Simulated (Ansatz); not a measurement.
# Al16N15 (cell charge +2, with a compensating background) (cell with a defect): what the fields show

```yaml
crystal:
  lattice:
    - [-4.40317, -4.40317, 4.40317]
    - [4.40317, -4.40317, -4.40317]
    - [4.40317, 4.40317, 4.40317]
  atoms:
    - { symbol: Al, position: [0.25000, 0.02823, 0.75000] }
    - { symbol: Al, position: [0.00366, 0.00213, 0.00213] }
    - { symbol: Al, position: [0.52823, 0.75000, 0.75000] }
    - { symbol: Al, position: [0.25000, 0.75000, 0.02823] }
    - { symbol: Al, position: [0.99787, 0.75000, 0.25152] }
    - { symbol: Al, position: [0.74848, 0.99634, 0.24848] }
    - { symbol: Al, position: [0.50213, 0.00213, 0.50366] }
    - { symbol: Al, position: [0.99787, 0.25152, 0.75000] }
    - { symbol: Al, position: [0.75152, 0.49787, 0.75000] }
    - { symbol: Al, position: [0.50213, 0.50366, 0.00213] }
    - { symbol: Al, position: [0.25000, 0.49787, 0.25152] }
    - { symbol: Al, position: [0.97177, 0.47177, 0.47177] }
    - { symbol: Al, position: [0.75152, 0.75000, 0.49787] }
    - { symbol: Al, position: [0.74848, 0.24848, 0.99634] }
    - { symbol: Al, position: [0.49634, 0.24848, 0.24848] }
    - { symbol: Al, position: [0.25000, 0.25152, 0.49787] }
    - { symbol: N, position: [0.99903, 0.75000, 0.99938] }
    - { symbol: N, position: [0.49938, 0.49903, 0.75000] }
    - { symbol: N, position: [0.25000, 0.49903, 0.99938] }
    - { symbol: N, position: [0.00062, 0.50062, 0.24965] }
    - { symbol: N, position: [0.75000, 0.75000, 0.25000] }
    - { symbol: N, position: [0.49938, 0.75000, 0.49903] }
    - { symbol: N, position: [0.99903, 0.99938, 0.75000] }
    - { symbol: N, position: [0.75000, 0.25000, 0.75000] }
    - { symbol: N, position: [0.50097, 0.25035, 0.00097] }
    - { symbol: N, position: [0.25000, 0.25000, 0.25000] }
    - { symbol: N, position: [0.00062, 0.24965, 0.50062] }
    - { symbol: N, position: [0.74965, 0.50062, 0.50062] }
    - { symbol: N, position: [0.75035, 0.00097, 0.00097] }
    - { symbol: N, position: [0.50097, 0.00097, 0.25035] }
    - { symbol: N, position: [0.25000, 0.99938, 0.49903] }
```

Spin-polarised.

Method: DFT PBE, scalar-relativistic, plane waves, PAW (Ansatz).

Core electrons are frozen (PAW), and the valence fields are smoothed inside the atomic spheres.

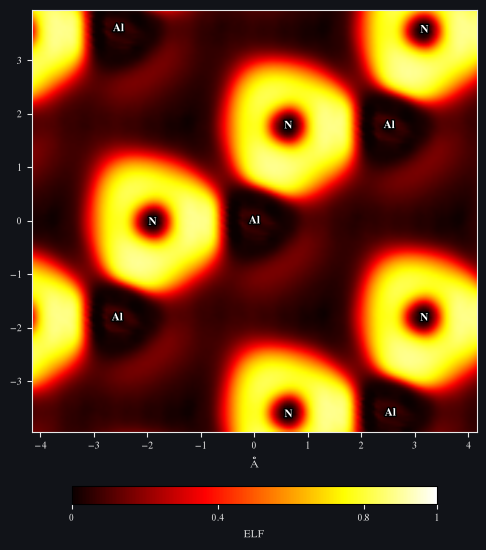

Figure 1. ELF on the (11̄0) plane of the calculation cell.

What do the fields say about this system?

- Atoms in the plane: Al and N.
- Al–N (1.90 Å): the ELF peaks at about 0.90 in the valence shell of N, 0.8 Å from its nucleus, and is about 0.90 at the midpoint.

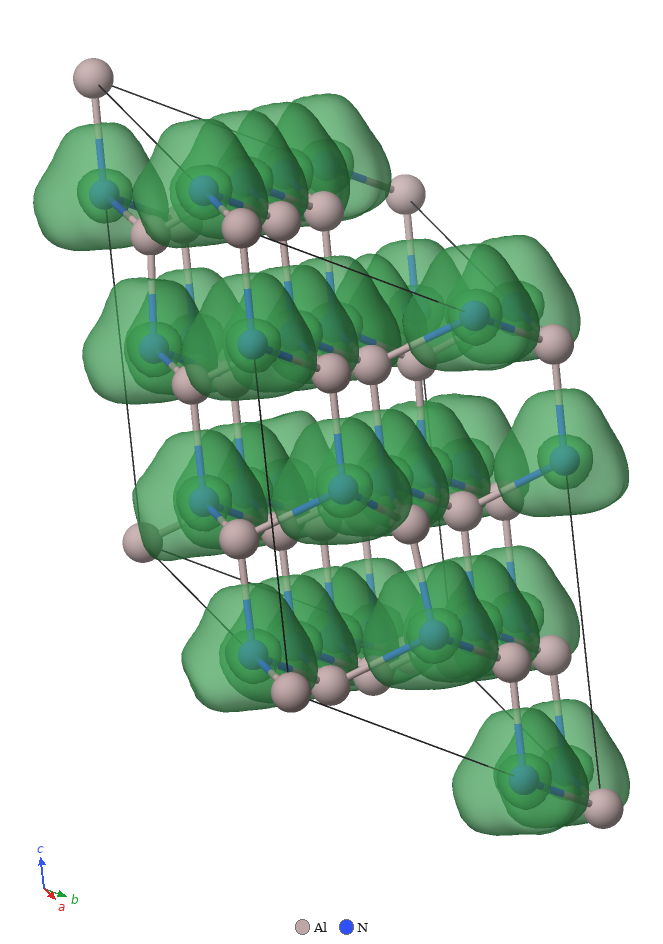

Figure 2. Isosurface of the ELF at 0.7 (green), seen slightly off an axis. Core shells and regions of very low density are left out. Sticks mark near contacts.

Where are the electrons localised?

The ELF exceeds this value in 15 regions on N in which the atom's valence shell and bonds are merged and one pocket between the atoms, centred on no nucleus (multi-centre or interstitial), counted in one cell of 31 atoms. Regions shared between cells count once. Profiles from the grid: Al–N (1.85 Å): the ELF peaks at about 0.85 between the atoms: a polar covalent bond.

Metal or insulator at this level of theory?

It is gapped, with a Kohn–Sham gap of 0.30 eV on the k-point mesh, an upper bound to the gap of this method.
